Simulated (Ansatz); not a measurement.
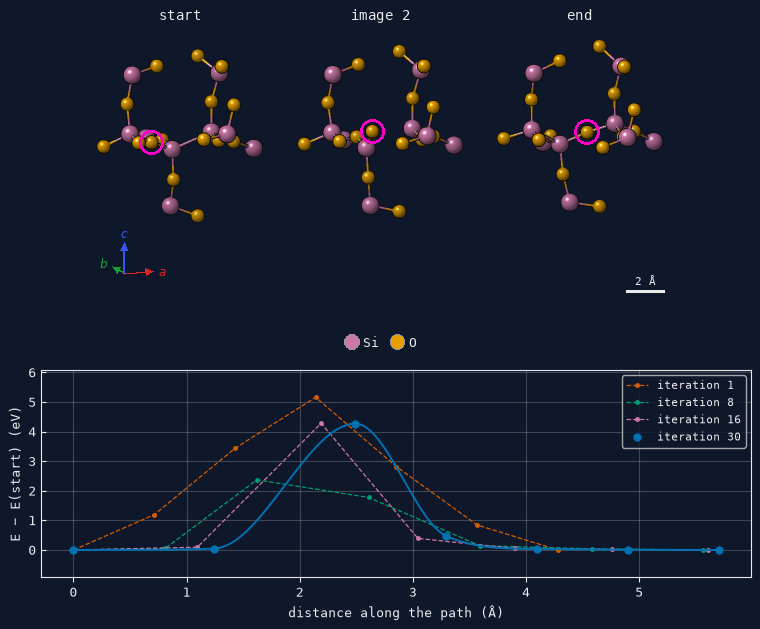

A nudged-elastic-band calculation for SiO₂ with an O vacancy (47 atoms in the cell). Images are numbered from 0 (start) to 6 (end). The plot follows the band through its iterations. Style: ball-and-stick. Shown: the atoms within 4.7 Å of the middle of the path, slightly off an axis. The moving atom is ringed, with any periodic copies. Bonds to atoms that aren't drawn are left out.

Theory: DFT LDA, scalar-relativistic, plane waves, PAW (Ansatz). Settings: plane-wave cutoff 420 eV; k-point mesh 1 × 1 × 1; Fermi-Dirac smearing 0.05 eV; 5 movable images; climbing image; force threshold 0.03 eV/Å; iteration limit 80; starting path by image-dependent pair potential.

**Did the band converge, and can the barrier be trusted?**

The run is converged, with reservations. The band converged in 30 iterations. The climbing image converged on the top of the path. A check of its curvatures didn't confirm a first-order saddle. The first iteration put the highest image at 5.16 eV. The barrier is about 4.27 eV in both directions, with image 2 at the top; the ends have the same energy.

PAW datasets: the set soft_1.
